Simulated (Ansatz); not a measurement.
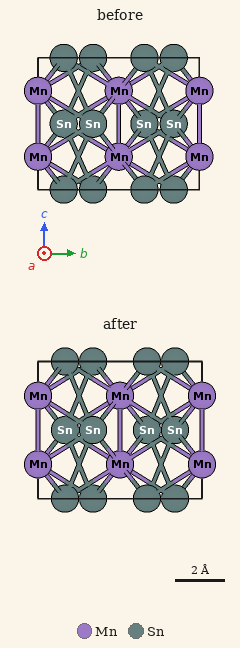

The structure of a crystal of MnSn2 (set up in I4/mcm) before (top) and after (bottom) a relaxation, at one scale.

The picture is a ball-and-stick view of the conventional cell (2 times the calculation's cell), seen along the a axis. Lengths and directions refer to the drawn axes.

Level of theory: DFT r2SCAN, scalar-relativistic, plane waves, PAW (Ansatz 0.2.0).

Input
```yaml
crystal:
  lattice:
    - [-3.323, 3.323, 2.7125]
    - [3.323, -3.323, 2.7125]
    - [3.323, 3.323, -2.7125]
  atoms:
    - { symbol: Mn, position: [0.75, 0.75, 0.0], spin: 3.86 }
    - { symbol: Mn, position: [0.25, 0.25, 0.0], spin: 3.86 }
    - { symbol: Sn, position: [0.159, 0.659, 0.818] }
    - { symbol: Sn, position: [0.659, 0.841, 0.5] }
    - { symbol: Sn, position: [0.841, 0.341, 0.182] }
    - { symbol: Sn, position: [0.341, 0.159, 0.5] }
basis:
  ecutwfc: 500
kpoints:
  mp_grid: { grid: [8, 8, 8] }
hamiltonian:
  xc: r2scan
scf:
  occupations: { method: gaussian, width: 0.1 }
output:
  forces: true
  stress: true
  eigenvalues: true
  populations: true
magnetization:
  spin_polarized: true
relax:
  adjacent_minimum: "off"
  f_tol: 0.005
  max_steps: 80
  cell: { stress_tol: 0.05 }
```

Run as
```bash
ansatz run input.yaml --threads 2 --pin off --max-ram 5120MiB --backend cpu --events-out ev --progress --plain --runs-dir out
```

### Summarise the run.

The run was cut off at its time limit before the program reported convergence, but its last step already meets the force threshold: the largest component is 0.0027 eV/Å against 0.005 eV/Å. The pressure is within 0.03 GPa of its target. The largest moves relative to the cell, 0.052 Å, are those of Sn3, Sn4, Sn5 and Sn6. Sn5 goes along [−1 −1 0]. Mn stays in place. The drawn cell changes as follows: a = b 6.646 → 6.750 Å (+1.6 %), c 5.425 → 5.647 Å (+4.1 %); the volume changes by +7.4 %. Among the contacts that change: Sn3–Sn5 2.989 → 3.140 Å, Mn1–Mn2 2.712 → 2.824 Å, Sn3–Sn5 (another image) 3.207 → 3.262 Å, Mn1–Sn3 2.845 → 2.891 Å. The space group stays I4/mcm (No. 140). After 5 accepted moves (6 points after the start) the energy has fallen by 76.8 meV per cell of the calculation. The largest force component goes from 0.24 to 0.0027 eV/Å. The pressure goes from 1.71 to 0.03 GPa. The line search rejected the trial step at point 5 of the run. Cost: 9.1 min on 2 threads of Arm Neoverse V2, on a shared host, peak memory 1.2 GiB.
